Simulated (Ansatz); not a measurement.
# Band-structure calculation of HfB₂

- system: HfB₂ (P6/mmm, 3 atoms in the cell)
- method: DFT, PBEsol, PAW with Ansatz's default frozen-core files, scalar-relativistic, no spin polarisation (Ansatz 0.2.0)

The structure derives from an entry of the Crystallography Open Database. It belongs to a series of runs on one base structure; here: PAW files in place of LAPW. Figures and captions count atoms from 1; the log counts them from 0 in places.

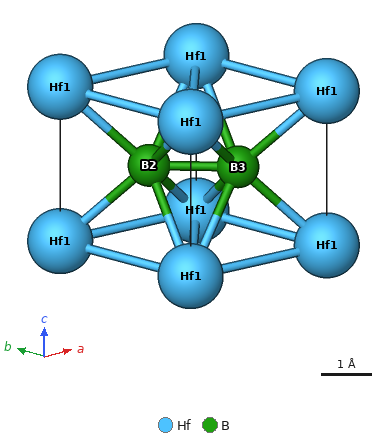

The structure as given in the input (ball-and-stick view of the cell of the calculation, seen at an oblique angle; atoms are numbered from 1 in the order of the input). Near neighbours in the crystal (not all of them lie inside the picture): Hf has 12 B at 2.51 Å and 6 Hf at 3.14 Å; B has 3 B at 1.81 Å and 6 Hf at 2.51 Å.

Input file
```yaml
crystal:
  lattice:
    - [3.1400001005, 0.0, 0.0]
    - [-1.5700000503, 2.7193198549, 0.0]
    - [0.0, 0.0, 3.48]
  atoms:
    - { symbol: Hf, position: [0.0, 0.0, 0.0] }
    - { symbol: B, position: [0.3333333333, 0.6666666667, 0.5] }
    - { symbol: B, position: [0.6666666667, 0.3333333333, 0.5] }
kpoints:
  mp_grid: { grid: [13, 13, 11] }
  band_path:
    path:
      - [0.0, 0.0, 0.0]
      - [0.5, 0.0, 0.0]
      - [0.3333333333, 0.3333333333, 0.0]
      - [0.0, 0.0, 0.0]
      - [0.0, 0.0, 0.5]
      - [0.5, 0.0, 0.5]
      - [0.3333333333, 0.3333333333, 0.5]
      - [0.0, 0.0, 0.5]
      - [0.5, 0.0, 0.5]
    npoints: 14
scf:
  occupations: { method: fermi_dirac, width: 0.05 }
hamiltonian:
  xc: pbesol
  pseudopotentials: { kind: paw }
output:
  forces: true
  stress: true
  eigenvalues: true
  efg: { contact_densities: true }
  populations: true
  bader: true
  dos: { projected: true, de: 0.2, e_range: [-14, 8] }
  write_density: true
  write_potential: true
  elf: true
  volumetric_format: npy
```

Launched with:
```bash
ansatz run input.yaml --threads 1 --pin off --max-ram 6144MiB --backend cpu --events-out ev --progress --plain --runs-dir out
```

The program's output
```
Hf: output.efg is read without spin–orbit coupling, which moves field gradients at and beside such atoms by some per cent and up to a factor of two; PAW files take it under magnetization.noncollinear and magnetization.spin_orbit
Engine: ansatz 0.2.0, x86_64-unknown-linux-gnu
Pseudopotentials: kind: paw
Pseudopotential: Hf, paw, valence charge 26, recommended cutoff 420 eV (normal), Hf.paw.azcp
Pseudopotential: B, paw, valence charge 3, recommended cutoff 420 eV (normal), B.paw.azcp
Functional definition: PBEsol
  exchange = pbesol_x
  correlation = pbesol_c
Crystal: 3 atoms, lattice volume = 29.715 Å³
Basis set: ecut = 420 eV, 563 PW (Γ), exchange–correlation on 48×48×48 points (8 copies of the dense FFT grid, shifted against one another)
Bands: 20, of which v1, the nominal top of the filled ones, is band 16 counted from 1 (15 counted from 0)
Symmetry: 24 space group operations
Space group: P6/mmm (ITA 191), of the structure as read, at distance tolerance 3.1e-5 Å
k-points: 126 of 1859
Non-local potential: Hf, projectors of the file, l = 0: 3, l = 1: 2, l = 2: 2, l = 3: 3
Non-local potential: B, projectors of the file, l = 0: 2, l = 1: 2, l = 2: 1
PAW form: soft (Blöchl's): semilocal exchange-correlation on the pseudo side does not see the compensation charge
PAW frozen core: Hf, regenerated for the run's functional, and the local potential with it (the file was generated under x = pbe(κ = 0.804, μ = 0.2195149727645171), c = pbe(β = 0.06672455060314922))
PAW frozen core: B, regenerated for the run's functional, and the local potential with it (the file was generated under x = pbe(κ = 0.804, μ = 0.2195149727645171), c = pbe(β = 0.06672455060314922))
PAW one-centre angular grid: Hf, 590 points (default); XC on 64 Gauss nodes
PAW one-centre angular grid: B, 110 points (default); XC on 64 Gauss nodes
Initial density: superposition of atomic densities (neutral atoms: chi_scale 0, normalization atom), corrected by the library's trained network
Initial wavefunctions: pseudopotential atomic-orbital guess
Functional: x = pbesol(κ = 0.804, μ = 0.12345679012345678), c = pbesol(β = 0.046)
SCF iter   1: F=—  HF=-15906.605554 eV  |F-HF|=—  |Δ(HF+E_count)|=         —  Δρ=5.90e-3  dr2=1.84e-2  ethr=1.77e-3  ⟨swp⟩=4.0  Hψ=9817  notcnv=0
preconditioner: auto → none  [insulator: Δε(μ)=0.149 eV  Ē_g=17.413 eV  σ=0.050 eV  W_gap=0.63  n_scr=8 (ndim 8)  ℏωp=37.3 eV  f_vac=0.000  D(μ)=0.15/eV (n_scr^D=0)  ε∞_Penn≈5.6]
SCF iter   2: F=—  HF=-15906.600117 eV  |F-HF|=—  |Δ(HF+E_count)|=   5.44e-3  Δρ=1.94e-3  dr2=1.88e-3  ethr=5.74e-5  ⟨swp⟩=2.0  Hψ=4539  notcnv=0
SCF iter   3: F=—  HF=-15906.599530 eV  |F-HF|=—  |Δ(HF+E_count)|=   5.87e-4  Δρ=7.12e-4  dr2=7.58e-5  ethr=5.86e-6  ⟨swp⟩=2.4  Hψ=4310  notcnv=0
SCF iter   4: F=—  HF=-15906.599515 eV  |F-HF|=—  |Δ(HF+E_count)|=   1.48e-5  Δρ=3.15e-4  dr2=1.18e-5  ethr=2.37e-7  ⟨swp⟩=2.0  Hψ=4029  notcnv=0
SCF iter   5: F=—  HF=-15906.599513 eV  |F-HF|=—  |Δ(HF+E_count)|=   2.38e-6  Δρ=7.46e-5  dr2=4.16e-7  ethr=3.68e-8  ⟨swp⟩=2.1  Hψ=4506  notcnv=0
SCF iter   6: F=-15906.599513 eV  HF=-15906.599513 eV  |F-HF|=6.71e-10  |Δ(HF+E_count)|=   1.50e-7  Δρ=3.79e-6  dr2=1.45e-9  ethr=3.13e-10  ⟨swp⟩=7.7  Hψ=15985  notcnv=0
SCF 1 converged in 6 iterations: F = -15906.599513 eV  dr2 = 1.45e-9
  greatest PAW one-centre occupation: 0.998 electrons in one spin orbital (limit 2), on the Hf atom at site 0 (counted from 0), in its partial waves of l = 3
NSCF: frozen V_eff on 113 k-points
SCF converged after 6 iterations
Free energy (F): -15906.599513 eV
Harris-Foulkes:  -15906.599513 eV  (|F-HF|=6.71e-10)
Internal energy: -15906.597975 eV  (E = F + TS)
E sigma→0 (E₀):  -15906.598744 eV
Entropy (-TS):   -0.001539 eV (-0.513 meV/atom)
Fermi energy:    20.462383 eV
--- Per-component energies (eV) ---
  E_band       = 125.726237
  E_kinetic    = 525.798986
  E_local      = -5283.530509  (includes V_loc(G=0)·N_el)
  E_nonlocal   = -1216.220924
  E_hartree    = 2516.173476
  E_xc         = -364.411132
  E_vxc        = -345.921671  (∫ρ·V_xc dr)
  E_paw        = -6958.685910  (= ΣΔE_a)
  E_vpaw       = 1413.255753  (= ΣTr[D̂ρ^β])
  E_aug_tail   = -0.000008  (compensation charges beyond the density's cutoff)
  E_ewald      = -5127.002467
  E_core_change = 1.280513  (= ΣΔE_core)
  E_smearing   = -0.001539  (= −TS)
  E_closure    = -0.000000  (closes the sum)
  Σ components = -15906.599513   (vs F -15906.599513, Δ=0.00e0)
--- Forces (eV/Å), atoms counted from 1 ---
  atom   1  Hf    -0.00000000    -0.00000000     0.00000000
  atom   2  B     -0.00000000    -0.00000000    -0.00000000
  atom   3  B      0.00000000     0.00000000     0.00000000
  max |Σ_I F_I| component: 5.55e-17 eV/Å
--- Stress (GPa, compression-positive) ---
       -3.895636      -0.000000      -0.000000
       -0.000000      -3.895636      -0.000000
       -0.000000      -0.000000      -5.305692
  P = ⅓ Tr σ = -4.3657 GPa (-43.657 kbar)
--- PAW observables at the nuclei: V_zz in 10²¹ V/m², potentials from the cell's mean, atoms counted from 1 ---
  atom   1  Hf V_zz =   +10.806812   η = 0.0000   by run symmetry: allowed
            electrostatic potential = -14184.344255 V   contact ρ = 7519011.711097 e/Å³
  atom   2  B  V_zz =    +0.057518   η = 0.0000   by run symmetry: allowed
            electrostatic potential = -335.967519 V   contact ρ = 481.243811 e/Å³
  atom   3  B  V_zz =    +0.057518   η = 0.0000   by run symmetry: allowed
            electrostatic potential = -335.967519 V   contact ρ = 481.243811 e/Å³
--- Band table (eV; the first three rows and the last of 126) ---
  k-point 0: bands = ["-41.3486", "-10.2278", "-9.7356", "-9.7356", "6.6674", "8.6666", "8.6875", "8.6990", "8.6990", "8.7027", "8.7027", "8.7980", "17.3360", "17.4837", "17.4837", "17.6777", "24.3510", "24.3510", "25.0164", "25.0164"]
  k-point 1: bands = ["-41.3480", "-10.2505", "-9.7340", "-9.7340", "6.7990", "8.6653", "8.6874", "8.7007", "8.7007", "8.7009", "8.7009", "8.7980", "16.3381", "17.5692", "17.5692", "18.6276", "23.4466", "23.4466", "24.7338", "24.7338"]
  k-point 2: bands = ["-41.3465", "-10.3109", "-9.7296", "-9.7296", "7.1776", "8.6624", "8.6874", "8.6963", "8.6963", "8.7053", "8.7053", "8.7980", "15.1514", "17.8213", "17.8213", "19.7049", "22.3876", "22.3876", "24.0066", "24.0066"]
  k-point 125: bands = ["-41.2871", "-10.3047", "-10.2841", "-10.1727", "8.6733", "8.6813", "8.6924", "8.6972", "8.6982", "8.7174", "8.7712", "10.9719", "11.7304", "14.8636", "17.1710", "17.2037", "24.8266", "25.8129", "26.9331", "27.0521"]
--- Löwdin populations: 3 sites ---
  site symbol       q [e]
     0     Hf     25.3273
     1      B      3.3219
     2      B      3.3219
  spilling = 0.000899 (of n_electrons = 32.000000)
--- Bader charges: 3 sites ---
  site symbol  charge [e]  shift [e]
     0     Hf      1.5510     0.0010
     1      B     -0.7755     0.0005
     2      B     -0.7755     0.0005
  estimated error of the sums over rays = 4.3e-4 e
```

File bader_charges.tsv
```
# site	symbol	x_ang	y_ang	z_ang	partial_charge_e	electrons	volume_ang3	relative_density_drop	shared_charge_e	partial_wave_shift_e
# quadrature_error_electrons = 4.3e-4
0	Hf	0.0000	0.0000	0.0000	1.55105	70.44895	11.88	-	1.55105	0.00102
1	B	0.0000	1.8129	1.7400	-0.77553	5.77553	8.91	-	-0.77553	0.00051
2	B	1.5700	0.9064	1.7400	-0.77552	5.77552	8.91	-	-0.77552	0.00051
```

File dos.tsv
```
# E-E_F[eV]	g_bin_mean(E)[states/eV]	N(E)
# format = ansatz-dos/2
# fermi_ev = 20.462383
# fermi_mp_grid = 13 13 11
# fermi_mp_shift = 0 0 0
# tetrahedron_fermi_ev = 20.564588
# g_bin_mean(E): the states in a bin one row spacing wide, centred on E, divided by that spacing. States that the method places at a single energy (under output.dos.method: tetrahedron, those of a tetrahedron whose four corners have one energy) are counted whole in the row whose bin holds that energy (on the edge of two bins, in the lower row). The sum of g_bin_mean over a run of rows, times the row spacing, is the number of states from half a spacing under the first of them to half a spacing over the last (a plain sum, not the trapezoid rule).
-14.000000	0.000000e0	8.000000e0
-13.800000	4.356277e-3	8.000000e0
-13.600000	6.469002e-2	8.006251e0
-13.400000	1.060660e-1	8.023321e0
-13.200000	1.393355e-1	8.048237e0
-13.000000	1.715046e-1	8.079207e0
-12.800000	2.048434e-1	8.116773e0
-12.600000	2.428499e-1	8.161429e0
-12.400000	2.971925e-1	8.214620e0
-12.200000	4.180142e-1	8.283786e0
-12.000000	8.513945e-1	8.390667e0
-11.800000	6.501713e1	1.003292e1
-11.600000	4.809168e0	2.238443e1
-11.400000	7.420761e-1	2.253683e1
-11.200000	7.115164e-1	2.268557e1
-11.000000	6.983362e-1	2.282619e1
-10.800000	7.143732e-1	2.296658e1
-10.600000	7.427689e-1	2.311104e1
-10.400000	8.616691e-1	2.326788e1
-10.200000	8.268786e-1	2.344494e1
-10.000000	7.290391e-1	2.359959e1
-9.800000	6.043278e-1	2.373376e1
-9.600000	4.589728e-1	2.384532e1
-9.400000	2.495709e-1	2.391210e1
-9.200000	1.624428e-1	2.395041e1
-9.000000	2.078038e-1	2.398268e1
-8.800000	2.787696e-1	2.403892e1
-8.600000	4.858064e-1	2.410724e1
-8.400000	6.147354e-1	2.422006e1
-8.200000	6.958007e-1	2.435102e1
-8.000000	7.147466e-1	2.449541e1
-7.800000	6.802095e-1	2.463501e1
-7.600000	6.801297e-1	2.476811e1
-7.400000	6.420466e-1	2.490287e1
-7.200000	6.044893e-1	2.502651e1
-7.000000	6.077171e-1	2.514674e1
-6.800000	6.506851e-1	2.527172e1
-6.600000	7.498713e-1	2.540922e1
-6.400000	9.436064e-1	2.557679e1
-6.200000	6.309310e-1	2.574375e1
-6.000000	6.035844e-1	2.586313e1
-5.800000	6.430955e-1	2.598621e1
-5.600000	9.219902e-1	2.612715e1
-5.400000	1.396490e0	2.638245e1
-5.200000	1.137717e0	2.663410e1
-5.000000	1.065799e0	2.686254e1
-4.800000	9.694720e-1	2.704345e1
-4.600000	1.319047e0	2.728388e1
-4.400000	1.315516e0	2.754316e1
-4.200000	1.538567e0	2.782820e1
-4.000000	1.772725e0	2.815104e1
-3.800000	2.794969e0	2.860732e1
-3.600000	1.979348e0	2.912088e1
-3.400000	1.271687e0	2.943508e1
-3.200000	1.219278e0	2.966291e1
-3.000000	1.767868e0	2.996229e1
-2.800000	1.561247e0	3.031438e1
-2.600000	1.087755e0	3.057267e1
-2.400000	9.843871e-1	3.077548e1
-2.200000	9.646330e-1	3.097061e1
-2.000000	8.893736e-1	3.115768e1
-1.800000	7.807099e-1	3.132465e1
-1.600000	6.778183e-1	3.147028e1
-1.400000	5.935265e-1	3.159713e1
-1.200000	5.068885e-1	3.170739e1
-1.000000	3.946290e-1	3.180080e1
-0.800000	2.420028e-1	3.186172e1
-0.600000	1.601017e-1	3.190067e1
-0.400000	1.210015e-1	3.192782e1
-0.200000	1.223140e-1	3.195111e1
0.000000	1.779440e-1	3.197906e1
0.200000	3.311451e-1	3.202747e1
0.400000	3.988240e-1	3.210396e1
0.600000	4.819522e-1	3.219103e1
0.800000	6.165348e-1	3.230188e1
1.000000	7.131061e-1	3.243238e1
1.200000	8.432152e-1	3.258593e1
1.400000	1.119856e0	3.277994e1
1.600000	1.233622e0	3.302502e1
1.800000	1.070609e0	3.325553e1
2.000000	1.053427e0	3.346694e1
2.200000	1.015013e0	3.367553e1
2.400000	9.981373e-1	3.387403e1
2.600000	1.039424e0	3.407619e1
2.800000	1.197841e0	3.429693e1
3.000000	1.349064e0	3.455843e1
3.200000	1.227350e0	3.481569e1
3.400000	1.208070e0	3.505861e1
3.600000	1.275295e0	3.530173e1
3.800000	1.430128e0	3.557604e1
4.000000	1.518087e0	3.586821e1
4.200000	1.613440e0	3.618199e1
4.400000	1.603488e0	3.650750e1
4.600000	1.763026e0	3.683621e1
4.800000	1.891699e0	3.721065e1
5.000000	1.858035e0	3.758086e1
5.200000	1.690011e0	3.794558e1
5.400000	1.510757e0	3.826349e1
5.600000	1.383144e0	3.855377e1
5.800000	1.262120e0	3.881988e1
6.000000	1.000871e0	3.904765e1
6.200000	8.697297e-1	3.922035e1
6.400000	1.219037e0	3.942805e1
6.600000	1.027681e0	3.967316e1
6.800000	5.553326e-1	3.982433e1
7.000000	3.047501e-1	3.990834e1
7.200000	8.168780e-2	3.994286e1
7.400000	6.265473e-2	3.995733e1
7.600000	4.643268e-2	3.996799e1
7.800000	3.838861e-2	3.997639e1
8.000000	3.129564e-2	3.998337e1
```

File populations.tsv
```
# site	symbol	l	j	q
# orbitals = lowdin
# n_electrons = 32.000000
# spilling = 0.000899
0	Hf	0_5S	-	1.935659
0	Hf	0_6S	-	0.352578
0	Hf	1_5P	-	5.982388
0	Hf	2_5D	-	3.068532
0	Hf	3_4F	-	13.988178
1	B	0_2S	-	0.694895
1	B	1_2P	-	2.627048
2	B	0_2S	-	0.694895
2	B	1_2P	-	2.627048
```

File rho_z.tsv
```
# z_ang	rho[e/angstrom^3]
# format = ansatz-planar-average/11
# lattice	3.140000100	0.000000000	0.000000000
# lattice	-1.570000050	2.719319855	0.000000000
# lattice	0.000000000	0.000000000	3.480000000
# sites	3
# site	72	0.000000000	0.000000000	0.000000000
# site	5	-0.000000000	1.812879903	1.740000000
# site	5	1.570000050	0.906439952	1.740000000
0.000000	3.202012e0
0.145000	2.943816e0
0.290000	2.297504e0
0.435000	1.550034e0
0.580000	9.502810e-1
0.725000	5.910279e-1
0.870000	4.342591e-1
1.015000	4.004116e-1
1.160000	4.250909e-1
1.305000	4.661491e-1
1.450000	4.973309e-1
1.595000	5.100422e-1
1.740000	5.120169e-1
1.885000	5.100422e-1
2.030000	4.973309e-1
2.175000	4.661491e-1
2.320000	4.250909e-1
2.465000	4.004116e-1
2.610000	4.342591e-1
2.755000	5.910279e-1
2.900000	9.502810e-1
3.045000	1.550034e0
3.190000	2.297504e0
3.335000	2.943816e0
```

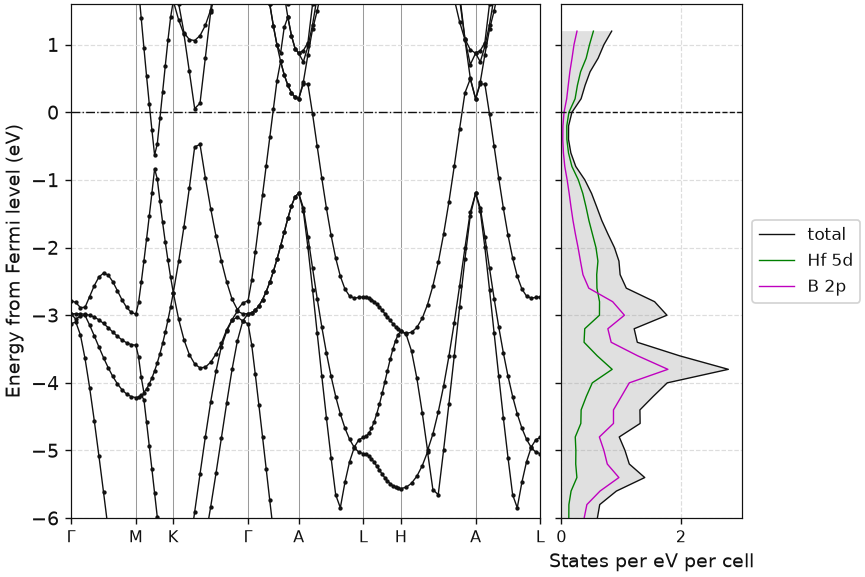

Band structure along Γ–M–K–Γ–A–L–H–A–L and density of states (projected on Löwdin-orthogonalised atomic shells), with energies from the Fermi level. Bands cross the Fermi level: a metal at this level of theory.

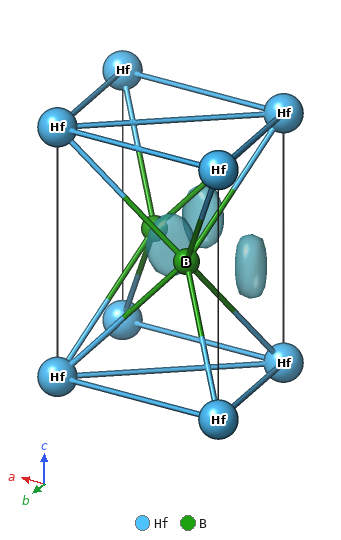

Isosurface of the electron localisation function at 0.8 (cyan), seen at an oblique angle. Only the valence region is drawn (cores and ρ < 0.01 e/Å³ removed). Sticks mark near contacts. The outline is the cell set on symmetry axes. Along the contacts the grid gives the following. B–B (1.81 Å): the ELF peaks at about 0.85 between the atoms (a shared electron pair). Hf–B (2.51 Å): the ELF is about 0.20 at the midpoint (no shared pair; the contact is polar). The fields are those of the smooth PAW valence density.

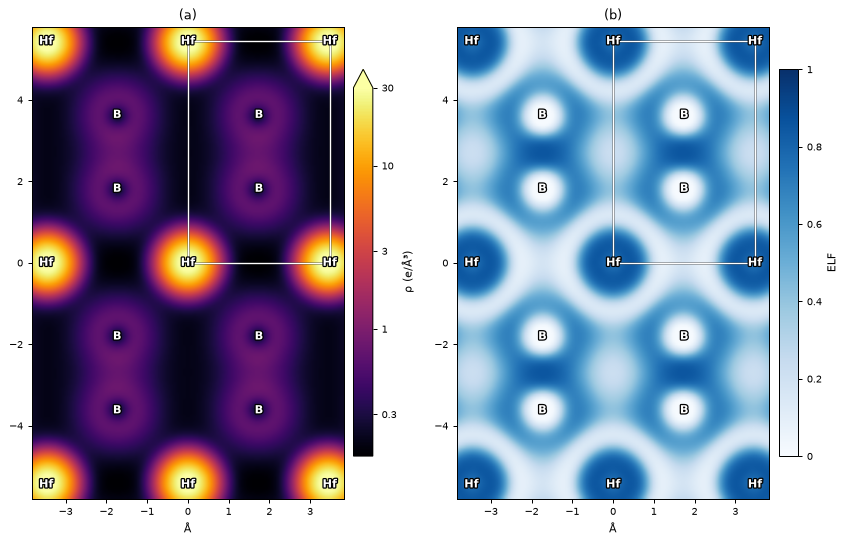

(a) valence pseudo-density; (b) electron localisation function on the (110) plane of the conventional cell. The section cuts through Hf and B sites. B–B (1.81 Å): ρ at the midpoint is about 0.74 e/Å³, a local maximum along the line; the ELF peaks at about 0.85 between the atoms, which marks a covalent bond. Hf–B (2.51 Å): ρ is about 0.33 e/Å³ halfway; the ELF is about 0.20 at the midpoint (no shared pair; the contact is polar). Away from the nuclei the density in this plane falls to 0.17 e/Å³ at its lowest. The strong features right at Hf lie inside the PAW spheres (semicore, d or f shells) and say nothing about bonding.

Results in brief

```json
{"quantity": "outcome", "value": "converged"}
{"quantity": "space group (tolerance 0.01 Å)", "value": "P6/mmm (191)"}
{"quantity": "electrons treated", "value": "32"}
{"quantity": "free energy", "value": "−15906.5995 eV"}
{"quantity": "Fermi energy", "value": "20.462 eV"}
{"quantity": "pressure", "value": "−4.37 GPa"}
{"quantity": "field gradient V_zz (10²¹ V/m²)", "value": "Hf 10.81, B 0.0575, B 0.0575"}
{"quantity": "electronic character", "value": "metal"}
{"quantity": "largest force (length of the vector)", "value": "under 0.001 eV/Å"}
{"quantity": "hardware", "value": "1 thread of Intel Xeon (Sapphire Rapids), 64 GiB of memory available, shared host"}
{"quantity": "wall time", "value": "21 s"}
{"quantity": "peak memory", "value": "0.47 GiB"}
```

Notes

Warnings of the run: the field gradients leave out spin–orbit coupling. Spin–orbit coupling is left out, which matters for Hf.
